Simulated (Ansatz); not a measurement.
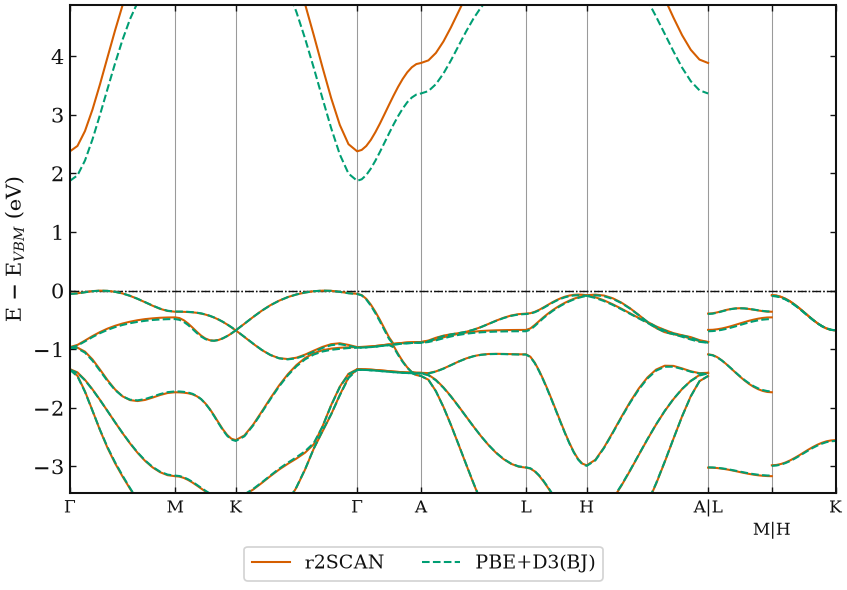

Band structures of SnO2, space group P-3m1, 3 atoms in the cell, by two methods on the same cell. Each is counted from its own valence-band top.

> What changes from one method to the other?

r2SCAN gives a gap of 2.38 eV along the path and PBE+D3(BJ) gives a gap of 1.87 eV along the path. Over the top 3 filled bands the two differ by 0.01 eV on average.

Settings. r2SCAN: DFT r2SCAN, scalar-relativistic, plane waves, PAW, no spin polarisation, 12×12×6 k mesh, 500 eV cutoff (Ansatz). PBE+D3(BJ): DFT PBE+D3(BJ), scalar-relativistic, plane waves, PAW, no spin polarisation, 12×12×6 k mesh, 420 eV cutoff, Gaussian smearing of 0.02 eV (Ansatz 0.2.0).

The structure is an invented one, so it need not be a known or stable phase. The atoms aren't at rest in this cell (largest force 0.5 eV/Å), so the relaxed material can differ.
